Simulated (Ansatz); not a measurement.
A series of calculations on Al2Cu

**1. Relaxation**

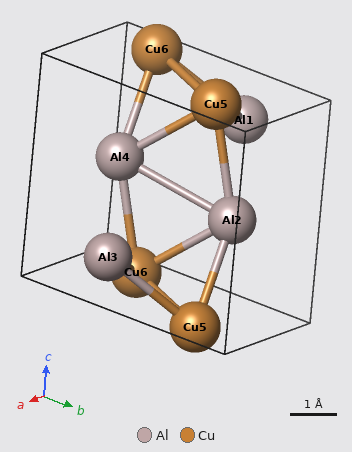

Solid Al2Cu (set up in I4/mcm), before the relaxation. A ball-and-stick model of the cell of the calculation, seen slightly off an axis.

The calculation used DFT PBEsol, scalar-relativistic, plane waves, PAW in Ansatz.

The input:
```yaml
crystal:
  lattice:
    - [-3.0335, 3.0335, 2.4385]
    - [3.0335, -3.0335, 2.4385]
    - [3.0335, 3.0335, -2.4385]
  atoms:
    - { symbol: Al, position: [0.1581, 0.6581, 0.8162] }
    - { symbol: Al, position: [0.6581, 0.8419, 0.5] }
    - { symbol: Al, position: [0.8419, 0.3419, 0.1838] }
    - { symbol: Al, position: [0.3419, 0.1581, 0.5] }
    - { symbol: Cu, position: [0.75, 0.75, 0.0] }
    - { symbol: Cu, position: [0.25, 0.25, 0.0] }
basis:
  ecutwfc: 420
kpoints:
  mp_grid: { grid: [10, 10, 10] }
hamiltonian:
  xc: pbesol
scf:
  occupations: { method: gaussian, width: 0.1 }
output:
  forces: true
  stress: true
  eigenvalues: true
  write_density: true
  write_potential: true
  elf: true
  volumetric_format: npy
relax:
  adjacent_minimum: "off"
  f_tol: 0.005
  max_steps: 80
  cell: { stress_tol: 0.05 }
```

Command:
```bash
ansatz run input.yaml --threads 2 --pin off --max-ram 5120MiB --backend cpu --events-out ev --progress --plain --runs-dir out
```

Q: What does the optimiser find from here?

A: The energy falls by 37.2 meV per cell of the calculation in 3 accepted moves (4 points after the start). The largest force component goes from 0.069 to 0.00034 eV/Å. The pressure goes from −3.56 to −0.01 GPa. The SCF was repeated once at an unchanged geometry on a basis and grid sized afresh for the cell, which shifted the energy by 1.0 meV per cell of the calculation at most. The largest moves relative to the cell, 0.010 Å, are those of Al1, Al2, Al3 and Al4. Al4 goes along [−1 1 0]. Cu stays in place. Cell: a = b = c 4.935 → 4.877 Å (−1.2 %), γ 120.8° → 120.7°. Volume −3.4 %. Some distances before and after: Al1–Al3 2.904 → 2.862 Å, Al1–Cu5 2.590 → 2.557 Å, Cu5–Cu6 2.438 → 2.414 Å, Al1–Al3 (another image) 2.713 → 2.701 Å. The space group stays I4/mcm (No. 140). Cost: 40 s on 2 threads of Intel(R) Xeon(R) Platinum 8375C CPU @ 2.90GHz (Ice Lake), on a shared host, peak memory 0.6 GiB.

Step by step:

```csv
step,"E − E(0), meV/atom","largest force component, eV/Å","pressure, GPa","volume, Å³/atom",note
0,0.00,0.0695,-3.56,14.960,
1,-5.94,0.0454,-0.76,14.548,
2,-6.37,0.0010,0.06,14.442,
3,-6.37,0.0004,0.00,14.450,
4,-6.21,0.0003,-0.01,14.450,"same geometry, new basis"
```

The end point in the same view:

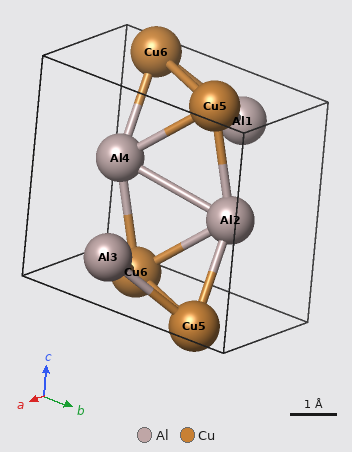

**2. Relaxation**

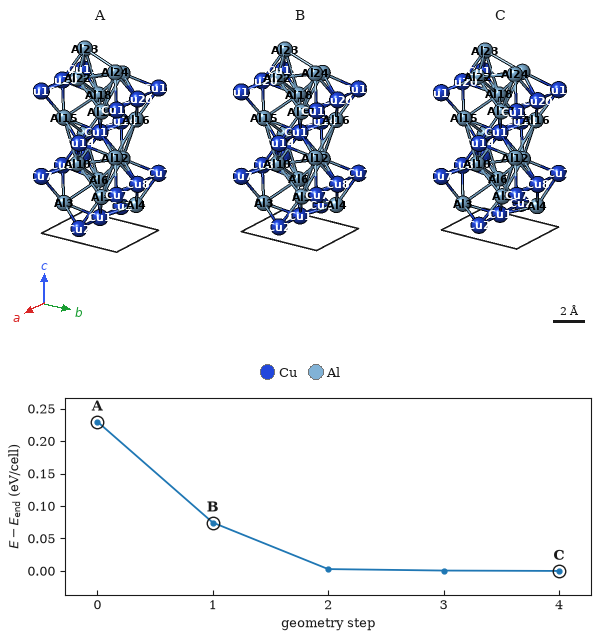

Frames of a relaxation of a slab of composition Al2Cu (cut from the I4/mcm phase), marked on the history of the run. Style: ball-and-stick. Shown: the cell of the calculation, outlined in the plane, without the vacuum (origin shifted), from a free direction.

Case: (1 0 0) slab, atoms relaxed. The slab is the (1 0 0) face of Al2Cu.

Theory: DFT PBEsol, scalar-relativistic, plane waves, PAW in Ansatz. Set-up: plane-wave cutoff 420 eV; k-point mesh 7 × 6 × 1; occupations gaussian; smearing width 0.1 eV; no spin polarisation; dipole correction; atoms relaxed in a fixed cell; force threshold 0.02 eV/Å; at most 60 steps.

Question: What happens along the run?

Answer: The largest moves relative to the layer's centre, 0.23 Å, are those of Cu atoms. By element the largest moves are Cu 0.23 Å, Al 0.14 Å. The cell stays as it was. Near-neighbour distances that change, for instance: Al–Al 3.188 → 3.044 Å, Al–Cu 2.557 → 2.446 Å, Al–Al 3.188 → 3.085 Å, Al–Cu 2.557 → 2.655 Å. Bond angles that change, for instance: Al–Cu–Al 136.1° → 149.6°, Cu–Al–Cu 145.0° → 136.3°, Al–Cu–Al 77.1° → 84.9°. The energy falls by 0.230 eV per cell of the calculation in 4 geometry steps. The largest force component goes from 0.62 to 0.0069 eV/Å. From step 0 to 1: Cu atoms move most (0.11 Å), energy −0.155 eV per cell of the calculation. From step 1 to 4: Cu atoms move most (0.11 Å), energy −74.5 meV per cell of the calculation.

```
step  E − E(0), meV/atom  largest force component, eV/Å
   0                0.00                         0.6205
   1               -6.48                         0.3315
   2               -9.47                         0.0419
   3               -9.56                         0.0216
   4               -9.58                         0.0069
```

**3. A change**

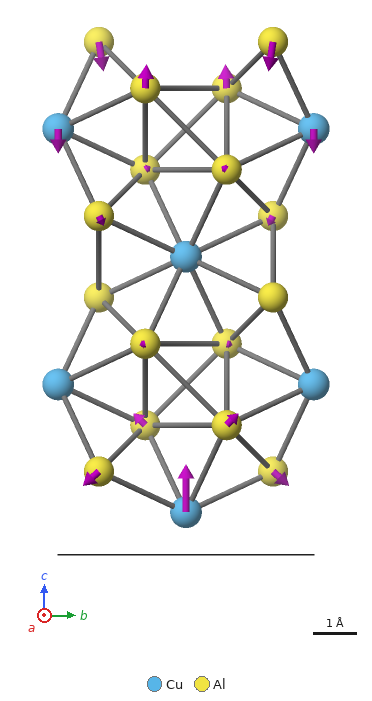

A (1 0 0) slab of Al2Cu as cut from the relaxed bulk. The purple arrows show how the atoms are displaced, magnified 5 times. Style: ball-and-stick. Shown: the cell of the calculation, outlined in the plane, without the vacuum, along the a axis.

Level of theory: DFT PBEsol, scalar-relativistic, plane waves, PAW in Ansatz 0.2.0. (plane-wave cutoff 420 eV; occupations gaussian; smearing width 0.1 eV; no spin polarisation) The k-mesh is chosen for each cell (7×6×12, 7×6×1).

> What was done to the structure, and with what result?

The atoms of the slab are relaxed at the bulk's in-plane cell. The surface energy (mean of the two faces) falls from 1.64 to 1.58 J/m². The top spacing, between the Al2 and Al2 planes, goes from 1.09 to 0.84 Å (−23.2 %), the bottom one (Cu2 to Al2) from 0.95 to 0.66 Å (−30.8 %). The cell doesn't change. The largest moves relative to the layer's centre, 0.23 Å, are those of Cu atoms. By element the largest moves are Cu 0.23 Å, Al 0.14 Å. Near-neighbour distances before and after: Al–Al 3.188 → 3.044 to 3.137 Å, Al–Cu 2.557 → 2.446 to 2.655 Å, Al–Al 3.078 → 2.986 to 3.149 Å, Al–Al 2.862 → 2.770 to 2.919 Å.
